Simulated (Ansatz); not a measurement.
Given this structure:

```
W S
1.0
     3.18798    0.00000    0.00000
    -1.59399    2.76087    0.00000
     0.00000    0.00000   37.80560
W S
4 8
Direct
  0.66667 0.33333 0.40220
  0.66667 0.33333 0.79416
  0.33333 0.66667 0.20584
  0.33333 0.66667 0.59780
  0.66667 0.33333 0.16429
  0.66667 0.33333 0.55625
  0.33333 0.66667 0.36065
  0.33333 0.66667 0.75260
  0.66667 0.33333 0.24740
  0.66667 0.33333 0.63935
  0.33333 0.66667 0.44375
  0.33333 0.66667 0.83571
```

Work out the structure from the coordinates.

Answer. Formula: WS2. With Z = 4, the cell contains 4 W, 8 S. The polyhedra are WS6 trigonal prisms; they share edges. W bonds to six S in a trigonal prismatic arrangement at 2.42 Å. Around each S lie three W in a trigonal pyramidal arrangement at 2.42 Å. Not all metal-metal contacts are counted. The bonds build WS2 layers parallel to (001).

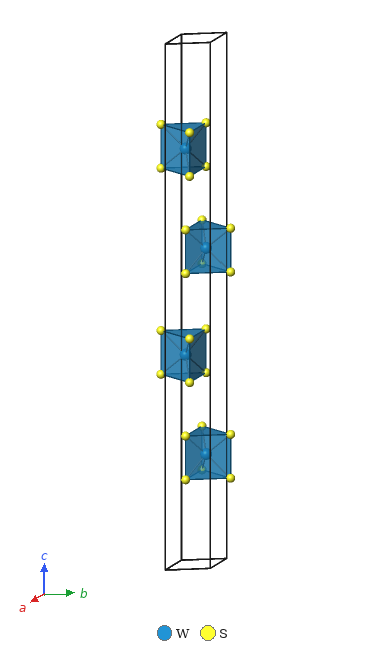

Polyhedral model, viewed slightly off an axis. The frame is the simulation cell; atoms at its boundary are shown with their periodic copies. Some neighbours outside the box are added. Colours: tungsten blue, sulfur yellow.

The initial geometry was a structure listed in the Materials Project. It is drawn as it came out of a relaxation with DFT PBE, scalar-relativistic, plane waves, PAW (Ansatz).
